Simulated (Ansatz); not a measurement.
**Geometry relaxation of TiAl**

TiAl (Pm-3m, 2 atoms in the cell), computed with DFT PBE, scalar-relativistic, plane waves, PAW, no spin polarisation (Ansatz 0.2.0).

The structure derives from a Materials Project entry. It belongs to a series of runs on one base structure; here: structure listed in a database for this formula (Pm-3m, No. 221). Figures and captions count atoms from 1; the log counts them from 0 in places.

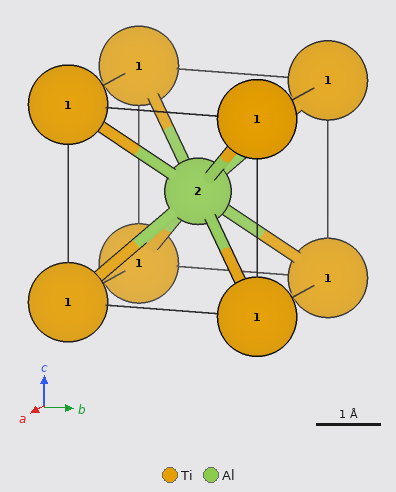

**Figure 1.** The input geometry (ball-and-stick view of the cell of the calculation, seen slightly off an axis; atoms are numbered from 1 in the order of the input). Near neighbours in the crystal (not all of them lie inside the picture): Ti has 8 Al at 2.75 Å; Al has 8 Ti at 2.75 Å.

**Results in brief**

```json
{"quantity": "outcome", "value": "converged"}
{"quantity": "space group (tolerance 0.01 Å)", "value": "Pm-3m (221)"}
{"quantity": "electrons treated", "value": "15"}
{"quantity": "free energy", "value": "−3037.7053 eV"}
{"quantity": "Fermi energy", "value": "11.373 eV"}
{"quantity": "gap on the k-point mesh", "value": "none (metallic)"}
{"quantity": "pressure", "value": "0.00 GPa"}
{"quantity": "final volume", "value": "32.35 Å³"}
{"quantity": "largest force (length of the vector) at the end", "value": "under 0.001 eV/Å"}
{"quantity": "final cell", "value": "a = 3.186 Å, b = 3.186 Å, c = 3.186 Å, α = 90.00°, β = 90.00°, γ = 90.00°"}
{"quantity": "hardware", "value": "1 thread of an x86-64 CPU, shared host"}
{"quantity": "wall time", "value": "6.3 s"}
{"quantity": "peak memory", "value": "0.41 GiB"}
```

**The input**
```yaml
crystal:
  lattice:
    - [3.179064, 0.0, 0.0]
    - [0.0, 3.179064, 0.0]
    - [0.0, 0.0, 3.179064]
  atoms:
    - { symbol: Ti, position: [0.0, 0.0, 0.0] }
    - { symbol: Al, position: [0.5, 0.5, 0.5] }
basis:
  ecutwfc: 420
kpoints:
  mp_grid: { grid: [14, 14, 14] }
hamiltonian:
  xc: pbe
scf:
  occupations: { method: gaussian, width: 0.1 }
output:
  forces: true
  stress: true
  eigenvalues: true
relax:
  adjacent_minimum: "off"
  f_tol: 0.01
  max_steps: 80
  cell: { stress_tol: 0.05 }
```

**Output**
```
Engine: ansatz 0.2.0, x86_64-unknown-linux-gnu
Pseudopotentials: kind: paw
Pseudopotential: Ti, paw, valence charge 12, recommended cutoff 420 eV (normal), Ti.paw.azcp
Pseudopotential: Al, paw, valence charge 3, recommended cutoff 420 eV (normal), Al.paw.azcp
Functional definition: PBE
  parameter kappa = 0.804
  parameter beta = 0.06672455060314922
  exchange = pbe_x(kappa = kappa, mu = beta*pi^2/3)
  correlation = pbe_c(beta = beta)
Crystal: 2 atoms, lattice volume = 32.129 Å³
Basis set: ecut = 420 eV, 619 PW (Γ), exchange–correlation on 48×48×48 points (8 copies of the dense FFT grid, shifted against one another)
Bands: 12, of which v1, the nominal top of the filled ones, is band 8 counted from 1 (7 counted from 0)
Symmetry: 48 space group operations
Space group: Pm-3m (ITA 221), of the structure as read, at distance tolerance 3.2e-5 Å
k-points: 120 of 2744
Non-local potential: Ti, projectors of the file, l = 0: 3, l = 1: 2, l = 2: 3, l = 3: 1
Non-local potential: Al, projectors of the file, l = 0: 2, l = 1: 2, l = 2: 1
PAW form: soft (Blöchl's): semilocal exchange-correlation on the pseudo side does not see the compensation charge
PAW one-centre angular grid: Ti, 590 points (default); XC on 64 Gauss nodes
PAW one-centre angular grid: Al, 110 points (default); XC on 64 Gauss nodes
Initial density: superposition of atomic densities (neutral atoms: chi_scale 0, normalization atom), corrected by the library's trained network
Initial wavefunctions: pseudopotential atomic-orbital guess
Functional: x = pbe(κ = 0.804, μ = 0.2195149727645171), c = pbe(β = 0.06672455060314922)
SCF iter   1: F=—  HF=-3037.709972 eV  |F-HF|=—  |Δ(HF+E_count)|=         —  Δρ=7.28e-3  dr2=2.28e-2  ethr=1.77e-3  ⟨swp⟩=5.0  Hψ=7332  notcnv=0
preconditioner: auto → none  [metal: Δε(μ)=0.007 eV  Ē_g=5.286 eV  σ=0.100 eV  W_gap=0.04  n_scr=6 (ndim 8)  ℏωp=17.3 eV  f_vac=0.000  D(μ)=2.47/eV (n_scr^D=26)  sad-step TF]
SCF iter   2: F=—  HF=-3037.707268 eV  |F-HF|=—  |Δ(HF+E_count)|=   2.70e-3  Δρ=4.64e-3  dr2=1.07e-2  ethr=1.52e-4  ⟨swp⟩=1.0  Hψ=2400  notcnv=0
SCF iter   3: F=—  HF=-3037.704787 eV  |F-HF|=—  |Δ(HF+E_count)|=   2.48e-3  Δρ=4.49e-4  dr2=2.46e-5  ethr=7.16e-5  ⟨swp⟩=2.1  Hψ=1698  notcnv=0  defer=1
SCF iter   4: F=—  HF=-3037.704780 eV  |F-HF|=—  |Δ(HF+E_count)|=   7.48e-6  Δρ=1.34e-4  dr2=4.65e-6  ethr=1.64e-7  ⟨swp⟩=2.4  Hψ=2189  notcnv=0  defer=1
iter 5 did not close the SCF: its close was put off for the readings that it lacked (scf_convergence_deferred on its scf_iter line)
SCF iter   5: F=-3037.704778 eV  HF=-3037.704778 eV  |F-HF|=2.92e-9  |Δ(HF+E_count)|=   1.13e-6  Δρ=7.54e-6  dr2=7.75e-9  ethr=3.10e-8  ⟨swp⟩=3.0  Hψ=2342  notcnv=0  defer=1
SCF iter   6: F=-3037.704778 eV  HF=-3037.704778 eV  |F-HF|=8.59e-11  |Δ(HF+E_count)|=   5.71e-9  Δρ=8.61e-7  dr2=6.28e-11  ethr=5.17e-11  ⟨swp⟩=2.6  Hψ=4613  notcnv=0
SCF 1 converged in 6 iterations: F = -3037.704778 eV  dr2 = 6.28e-11
  greatest PAW one-centre occupation: 0.999 electrons in one spin orbital (limit 2), on the Ti atom at site 0 (counted from 0), in its partial waves of l = 0
relax step   1: F+E_penalty+E_count = -3037.70477847 eV  Δ(F+E_penalty+E_count) = +0.000e0 eV  max|allowed force component| = 1.216e-30 eV/Å  Δτ_max = 0.0000 Å  P = +0.772 GPa  Ω = 32.129 Å³  (6 SCF iters, dr2 threshold 1.00e-7 eV, accepted)
Crystal: 2 atoms, lattice volume = 32.457 Å³
Initial density: handed on by an earlier stage of this run
Initial wavefunctions: those handed on with the density
iter 1 solved again at ethr=2.34e-7 eV; its pass at ethr=3.10e-3 eV (dr2=3.51e-5 eV) is discarded
SCF iter   1: F=—  HF=-3037.705147 eV  |F-HF|=—  |Δ(HF+E_count)|=         —  Δρ=3.98e-4  dr2=5.18e-5  ethr=2.34e-7  ⟨swp⟩=2.0  Hψ=9192  notcnv=0
preconditioner: auto → none  [metal: Δε(μ)=0.014 eV  Ē_g=5.295 eV  σ=0.100 eV  W_gap=0.08  n_scr=6 (ndim 8)  ℏωp=17.2 eV  f_vac=0.000  D(μ)=2.46/eV (n_scr^D=26)]
SCF iter   2: F=—  HF=-3037.705106 eV  |F-HF|=—  |Δ(HF+E_count)|=   4.11e-5  Δρ=1.62e-4  dr2=6.86e-6  ethr=2.34e-7  ⟨swp⟩=2.2  Hψ=1752  notcnv=0
iter 3 did not close the SCF: its close was put off for the readings that it lacked (scf_convergence_deferred on its scf_iter line)
SCF iter   3: F=-3037.705103 eV  HF=-3037.705103 eV  |F-HF|=3.36e-8  |Δ(HF+E_count)|=   3.25e-6  Δρ=2.15e-5  dr2=9.39e-8  ethr=4.57e-8  ⟨swp⟩=2.1  Hψ=1671  notcnv=0
iter 4 did not close the SCF: its close was put off for the readings that it lacked (scf_convergence_deferred on its scf_iter line)
SCF iter   4: F=-3037.705103 eV  HF=-3037.705103 eV  |F-HF|=3.87e-10  |Δ(HF+E_count)|=   7.57e-9  Δρ=3.12e-6  dr2=1.47e-9  ethr=6.26e-10  ⟨swp⟩=2.7  Hψ=2137  notcnv=0
iter 5 did not close the SCF: its close was put off for the readings that it lacked (scf_convergence_deferred on its scf_iter line)
SCF iter   5: F=-3037.705103 eV  HF=-3037.705103 eV  |F-HF|=8.19e-12  |Δ(HF+E_count)|=  5.22e-10  Δρ=2.56e-7  dr2=8.68e-12  ethr=9.80e-12  ⟨swp⟩=2.3  Hψ=1903  notcnv=0
SCF iter   6: F=-3037.705103 eV  HF=-3037.705103 eV  |F-HF|=9.09e-13  |Δ(HF+E_count)|=  4.09e-12  Δρ=2.40e-8  dr2=9.10e-14  ethr=1.00e-12  ⟨swp⟩=1.0  Hψ=3360  notcnv=0
SCF 2 converged in 6 iterations: F = -3037.705103 eV  dr2 = 9.10e-14
relax step   2: F+E_penalty+E_count = -3037.70510278 eV  Δ(F+E_penalty+E_count) = -3.243e-4 eV  max|allowed force component| = 4.273e-31 eV/Å  Δτ_max = 0.0000 Å  P = -0.374 GPa  Ω = 32.457 Å³  energy of the carried Pulay correction = -7.384e-5 eV  (6 SCF iters, dr2 threshold 2.00e-7 eV, accepted)
Crystal: 2 atoms, lattice volume = 32.350 Å³
iter 1 solved again at ethr=2.59e-8 eV; its pass at ethr=3.10e-3 eV (dr2=3.88e-6 eV) is discarded
SCF iter   1: F=—  HF=-3037.705280 eV  |F-HF|=—  |Δ(HF+E_count)|=         —  Δρ=1.30e-4  dr2=5.44e-6  ethr=2.59e-8  ⟨swp⟩=2.0  Hψ=9021  notcnv=0
preconditioner: auto → none  [metal: Δε(μ)=0.015 eV  Ē_g=5.313 eV  σ=0.100 eV  W_gap=0.08  n_scr=6 (ndim 8)  ℏωp=17.3 eV  f_vac=0.000  D(μ)=2.45/eV (n_scr^D=26)]
SCF iter   2: F=—  HF=-3037.705255 eV  |F-HF|=—  |Δ(HF+E_count)|=   2.49e-5  Δρ=5.28e-5  dr2=7.26e-7  ethr=2.59e-8  ⟨swp⟩=2.4  Hψ=1821  notcnv=0
iter 3 did not close the SCF: its close was put off for the readings that it lacked (scf_convergence_deferred on its scf_iter line)
SCF iter   3: F=-3037.705254 eV  HF=-3037.705254 eV  |F-HF|=1.63e-9  |Δ(HF+E_count)|=   3.45e-7  Δρ=6.79e-6  dr2=8.76e-9  ethr=4.84e-9  ⟨swp⟩=2.1  Hψ=1670  notcnv=0
iter 4 did not close the SCF: its close was put off for the readings that it lacked (scf_convergence_deferred on its scf_iter line)
SCF iter   4: F=-3037.705254 eV  HF=-3037.705254 eV  |F-HF|=9.09e-13  |Δ(HF+E_count)|=  4.61e-10  Δρ=9.65e-7  dr2=1.62e-10  ethr=5.84e-11  ⟨swp⟩=2.6  Hψ=2090  notcnv=0
iter 5 did not close the SCF: its close was put off for the readings that it lacked (scf_convergence_deferred on its scf_iter line)
SCF iter   5: F=-3037.705254 eV  HF=-3037.705254 eV  |F-HF|=1.36e-12  |Δ(HF+E_count)|=  3.37e-11  Δρ=9.59e-8  dr2=1.62e-12  ethr=1.08e-12  ⟨swp⟩=2.5  Hψ=1908  notcnv=0
SCF iter   6: F=-3037.705254 eV  HF=-3037.705254 eV  |F-HF|=4.55e-13  |Δ(HF+E_count)|=    0.00e0  Δρ=7.88e-9  dr2=1.65e-14  ethr=1.00e-12  ⟨swp⟩=1.0  Hψ=3360  notcnv=0
SCF 3 converged in 6 iterations: F = -3037.705254 eV  dr2 = 1.65e-14
relax step   3: F+E_penalty+E_count = -3037.70525435 eV  Δ(F+E_penalty+E_count) = -1.516e-4 eV  max|allowed force component| = 4.930e-32 eV/Å  Δτ_max = 0.0000 Å  P = -0.004 GPa  Ω = 32.350 Å³  energy of the carried Pulay correction = -4.967e-5 eV  (6 SCF iters, dr2 threshold 2.00e-7 eV, accepted)
Initial wavefunctions: pseudopotential atomic-orbital guess (no wavefunctions were taken with the density)
iter 1 solved again at ethr=1.13e-9 eV; its pass at ethr=3.10e-3 eV (dr2=1.69e-7 eV) is discarded
SCF iter   1: F=—  HF=-3037.705314 eV  |F-HF|=—  |Δ(HF+E_count)|=         —  Δρ=1.29e-4  dr2=1.15e-7  ethr=1.13e-9  ⟨swp⟩=3.0  Hψ=11808  notcnv=0
preconditioner: auto → none  [metal: Δε(μ)=0.014 eV  Ē_g=5.312 eV  σ=0.100 eV  W_gap=0.08  n_scr=6 (ndim 8)  ℏωp=17.3 eV  f_vac=0.000  D(μ)=2.45/eV (n_scr^D=26)]
SCF iter   2: F=—  HF=-3037.705300 eV  |F-HF|=—  |Δ(HF+E_count)|=   1.50e-5  Δρ=6.43e-5  dr2=2.90e-8  ethr=7.69e-10  ⟨swp⟩=2.0  Hψ=1794  notcnv=0
SCF iter   3: F=—  HF=-3037.705302 eV  |F-HF|=—  |Δ(HF+E_count)|=   2.67e-6  Δρ=4.03e-6  dr2=8.62e-10  ethr=1.93e-10  ⟨swp⟩=1.1  Hψ=1468  notcnv=0
SCF iter   4: F=—  HF=-3037.705302 eV  |F-HF|=—  |Δ(HF+E_count)|=   9.30e-9  Δρ=2.90e-7  dr2=3.75e-11  ethr=5.75e-12  ⟨swp⟩=2.0  Hψ=1710  notcnv=0
iter 5 did not close the SCF: its close was put off for the readings that it lacked (scf_convergence_deferred on its scf_iter line)
SCF iter   5: F=-3037.705302 eV  HF=-3037.705302 eV  |F-HF|=2.27e-12  |Δ(HF+E_count)|=  4.09e-12  Δρ=1.01e-7  dr2=3.30e-12  ethr=1.00e-12  ⟨swp⟩=1.0  Hψ=1440  notcnv=0
iter 6 did not close the SCF: its close was put off for the readings that it lacked (scf_convergence_deferred on its scf_iter line)
SCF iter   6: F=-3037.705302 eV  HF=-3037.705302 eV  |F-HF|=0.00e0  |Δ(HF+E_count)|=  4.55e-13  Δρ=1.83e-8  dr2=1.76e-13  ethr=1.00e-12  ⟨swp⟩=1.0  Hψ=1440  notcnv=0
iter 7 did not close the SCF: its close was put off for the readings that it lacked (scf_convergence_deferred on its scf_iter line)
SCF iter   7: F=-3037.705302 eV  HF=-3037.705302 eV  |F-HF|=4.55e-13  |Δ(HF+E_count)|=  4.55e-13  Δρ=5.57e-9  dr2=1.71e-14  ethr=1.00e-12  ⟨swp⟩=1.0  Hψ=1440  notcnv=0
iter 8 did not close the SCF: its close was put off for the readings that it lacked (scf_convergence_deferred on its scf_iter line)
SCF iter   8: F=-3037.705302 eV  HF=-3037.705302 eV  |F-HF|=4.55e-13  |Δ(HF+E_count)|=    0.00e0  Δρ=1.27e-9  dr2=8.02e-16  ethr=1.00e-12  ⟨swp⟩=1.0  Hψ=1440  notcnv=0
SCF iter   9: F=-3037.705302 eV  HF=-3037.705302 eV  |F-HF|=0.00e0  |Δ(HF+E_count)|=  4.55e-13  Δρ=6.31e-11  dr2=1.40e-18  ethr=1.00e-12  ⟨swp⟩=1.5  Hψ=3422  notcnv=0
SCF 4 converged in 9 iterations: F = -3037.705302 eV  dr2 = 1.40e-18
relax step   4: F+E_penalty+E_count = -3037.70530219 eV  Δ(F+E_penalty+E_count) = -4.783e-5 eV  max|allowed force component| = 1.150e-31 eV/Å  Δτ_max = 0.0000 Å  P = -0.002 GPa  Ω = 32.350 Å³  stress off target by 1.67e-3 GPa  SCF on the basis re-selected at this cell (its energy is not comparable with the rows above)  (9 SCF iters)
```

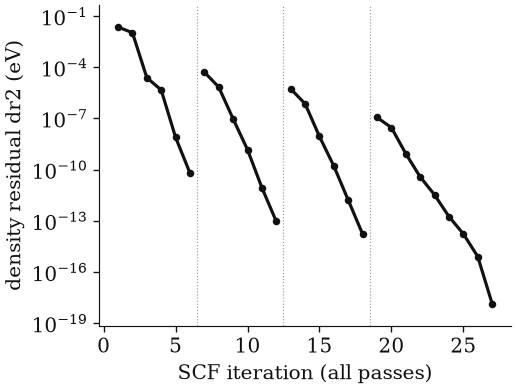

**Figure 2.** Convergence of the self-consistent field: density residual dr2 against the SCF iteration. The dotted lines part the SCF passes of the relaxation: geometry steps, rejected trials and re-solves on a re-selected basis. The passes take 6, 6, 6 and 9 iterations.

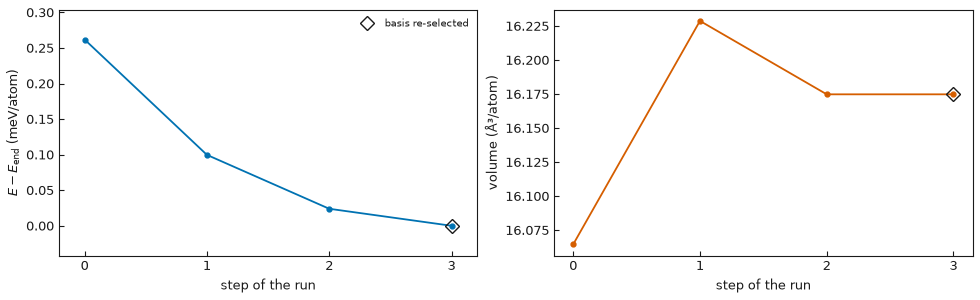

**Figure 3.** Progress of the relaxation, step by step (the first geometry is step 0 here and step 1 in the log). No atom moves by more than 0.005 Å relative to the cell. The volume changes by +0.7 %, with a = b = c 3.179 → 3.186 Å (+0.2 %). Distances before and after: Ti1–Al2 2.753 → 2.759 Å. The space group stays Pm-3m (No. 221). Over 2 geometry steps the energy falls by 0.2 meV per atom. All forces vanish by symmetry, so only the cell relaxes. Pressure: 0.77 GPa at the start and 0.00 GPa at the end. A last SCF at the same geometry on a re-selected plane-wave basis shifts the energy by next to nothing (0.0 meV per atom). (Atoms are counted from 1 in the order of the input.)

```
basis re-selected at this cell: Δ(F+E_penalty+E_count) = -4.783e-5 eV, ΔP = +0.002 GPa vs the last step (what re-selecting the basis moved, of the pressure what is left beyond the Pulay correction that the steps carried, after the strain that the cell walked since its last selection, with what the two solves' SCF thresholds leave and, on support functions, any second-order correction that the steps lacked; it is no measure of the basis error at this ecutwfc). This SCF's stress stands 1.67e-3 GPa from its target on what of the cell is left free (relax.cell.stress_tol is 5.00e-2 GPa) and its largest allowed force component is 1.15e-31 eV/Å (relax.f_tol is 1.00e-2 eV/Å): within both
SCF converged after 9 iterations
Free energy (F): -3037.705302 eV
Harris-Foulkes:  -3037.705302 eV  (|F-HF|=0.00e0)
Internal energy: -3037.693028 eV  (E = F + TS)
E sigma→0 (E₀):  -3037.699165 eV
Entropy (-TS):   -0.012274 eV (-6.137 meV/atom)
Fermi energy:    11.373157 eV
--- Per-component energies (eV) ---
  E_band       = -163.775947
  E_kinetic    = 296.310364
  E_local      = -1024.786966  (includes V_loc(G=0)·N_el)
  E_nonlocal   = 19.278170
  E_hartree    = 436.134374
  E_xc         = -137.682596
  E_vxc        = -151.530330  (∫ρ·V_xc dr)
  E_paw        = -1515.569990  (= ΣΔE_a)
  E_vpaw       = -175.316055  (= ΣTr[D̂ρ^β])
  E_aug_tail   = 0.000123  (compensation charges beyond the density's cutoff)
  E_ewald      = -1111.376506
  E_smearing   = -0.012274  (= −TS)
  E_closure    = 0.000000  (closes the sum)
  Σ components = -3037.705302   (vs F -3037.705302, Δ=0.00e0)
--- Forces (eV/Å), atoms counted from 1 ---
  atom   1  Ti    -0.00000000    -0.00000000     0.00000000
  atom   2  Al     0.00000000     0.00000000     0.00000000
  max |Σ_I F_I| component: 1.48e-31 eV/Å
--- Stress (GPa, compression-positive) ---
       -0.001669       0.000000       0.000000
        0.000000      -0.001669      -0.000000
        0.000000      -0.000000      -0.001669
  P = ⅓ Tr σ = -0.0017 GPa (-0.017 kbar)
--- Band table (eV; the first three rows and the last of 120) ---
  k-point 0: bands = ["-45.5197", "-21.7298", "-21.7298", "-21.7298", "2.1195", "9.9361", "9.9361", "13.1566", "13.1566", "13.1566", "15.7421", "15.7421"]
  k-point 1: bands = ["-45.5190", "-21.7382", "-21.7291", "-21.7291", "2.2005", "9.8945", "9.9725", "13.0143", "13.0143", "13.1663", "15.3930", "15.9437"]
  k-point 2: bands = ["-45.5170", "-21.7616", "-21.7271", "-21.7271", "2.4413", "9.7221", "10.0776", "12.6876", "12.6876", "13.1937", "14.7218", "16.4506"]
  k-point 119: bands = ["-45.4778", "-21.8528", "-21.8528", "-21.8528", "8.2926", "8.2926", "8.2926", "11.9515", "14.1343", "14.1343", "14.2485", "14.2485"]
--- Relaxed structure (3 steps of the walk, 3 accepted, 1 SCFs on fresh bases) ---
  F+E_penalty+E_count = -3037.70530219 eV   max|allowed force component| = 1.150e-31 eV/Å   (the final SCF, on the basis selected at the relaxed cell)
  cell:  # Å, volume = 32.3496 Å³
    - [3.1863219221457024, -1.8456828633711009e-34, 3.209883240645393e-35]
    - [-2.407412430484045e-35, 3.1863219221457024, 0.0]
    - [6.419766481290786e-35, 0.0, 3.1863219221457024]
  atoms:
    - { symbol: Ti, position: [-3.3446128277503455e-35, 3.1552951205223483e-37, 4.304586291962679e-49] }
    - { symbol: Al, position: [0.5, 0.5, 0.5] }
```
